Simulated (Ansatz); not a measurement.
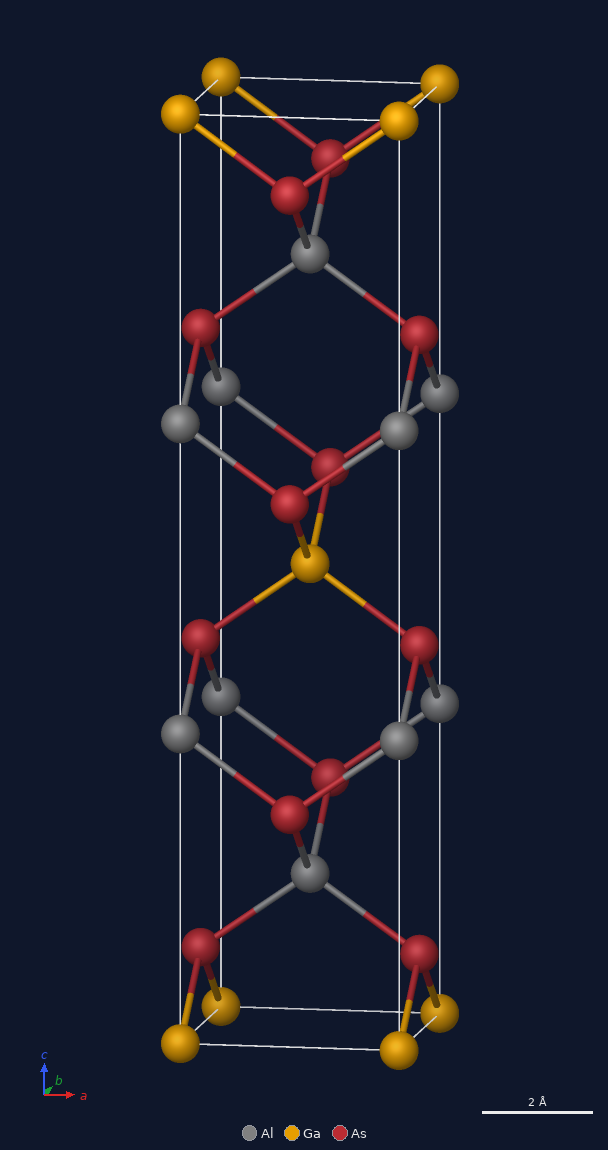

The image is a ball-and-stick drawing of a crystal, viewed slightly off an axis. The parallelepiped is the conventional unit cell. Cell: a = 4.06 Å, b = 4.06 Å, c = 17.20 Å, α = 90.00°, β = 90.00°, γ = 90.00°.

The initial geometry was a structure type filled with these elements by a generator (whether the compound takes this form wasn't checked). Earlier steps of the study may have refined or changed the cell and positions. An electronic-structure calculation with Ansatz was run on it.

Describe the arrangement of the atoms.

Chemical formula Al$_{2}$GaAs$_{3}$. Space group: I-4m2 (No. 119). Lattice: body-centred tetragonal. Counting shared atoms by their share gives 4 Al, 2 Ga, 6 As, or 12 atoms. Al bonds to four As in a tetrahedral arrangement at about 2.5 Å. Each Ga atom is coordinated by four As in a tetrahedral arrangement at about 2.5 Å. As takes two kinds of site: 4f with two Al and two Ga in a tetrahedral arrangement (about 2.5 Å to Al, 2.5 Å to Ga); 2d with four Al in a tetrahedral arrangement at about 2.5 Å. The bonds build a three-dimensional framework.

Computational set-up: DFT PBE, scalar-relativistic, plane waves, PAW (Ansatz), a basis cut at 420 eV, k-points about 0.22 Å⁻¹ apart, Gaussian smearing of 0.02 eV, no spin polarisation.

What is the electronic character?

A semiconductor at this level, with a gap of 1.11 eV, direct.

List the Bader charges.

Al +1.94 e; Ga +0.69 e; As -1.94 to -1.32 e.

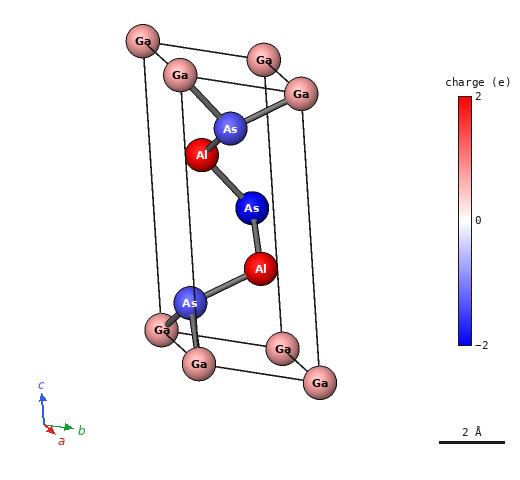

The atoms coloured by those charges. The run's cell of 6 atoms is drawn in a reduced setting, so axes and origin can differ from the first picture.

Is this an equilibrium geometry for the method given?

Yes. All forces vanish to within 0.01 eV/Å. The pressure is 0.0 GPa, close to zero.
